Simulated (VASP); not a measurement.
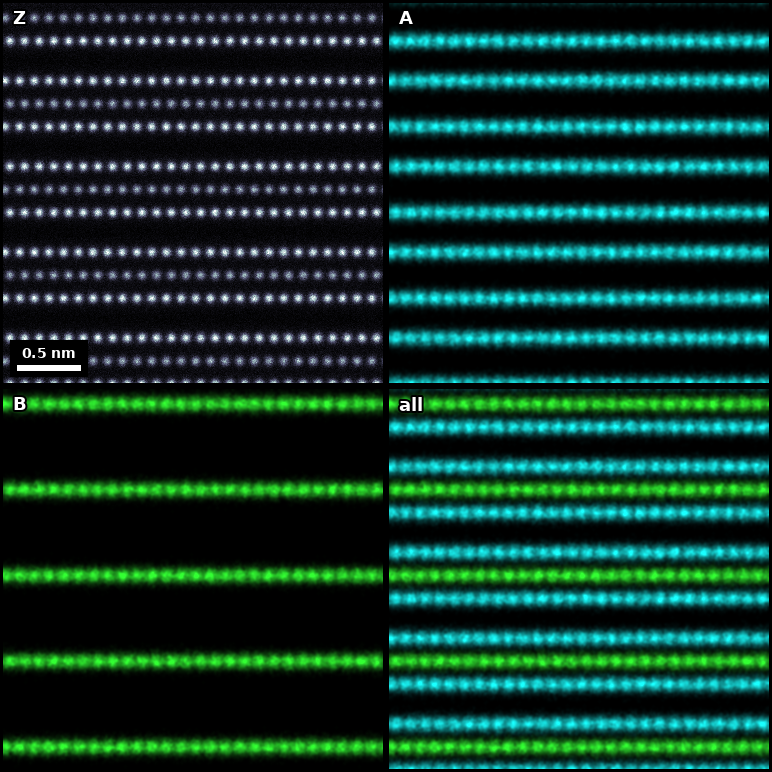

Te2Mo (P6_3/mmc, No. 194) along [310]. Panel Z: Simulation: incoherent imaging, intensity Z^1.7 per atom, probe width 0.53 Å, thin sample. The probe carries 25 % of its weight in a tail 2.5 times as wide. Shot noise was added. The other panels are simulated element maps (the number of atoms of one element along the beam, blurred by 0.9 Å, with counting noise; each on its own scale, no channelling); the last overlays them. Structure: the end point of a relaxation with VASP Kohn-Sham DFT of a periodic cell, BLYP with D3(BJ), VASP PAW PBE potentials, recommended in VASP 6.6.1.

Space group P6_3/mmc (No. 194). a = 3.539 Å, b = 3.539 Å, c = 13.541 Å, α = 90.00°, β = 90.00°, γ = 120.00°
```csv
atom,site,symmetry,x,y,z
Te,4f,3m.,0.6667,0.3333,0.3842
Mo,2c,-6m2,0.6667,0.3333,0.7500
```

### Which element does each lettered map show?

A: Te, B: Mo. The projected cell (1.16 × 13.54 Å, 90°) holds 6 columns: 4 of Te and 2 of Mo. No column is shared by two of the mapped elements.
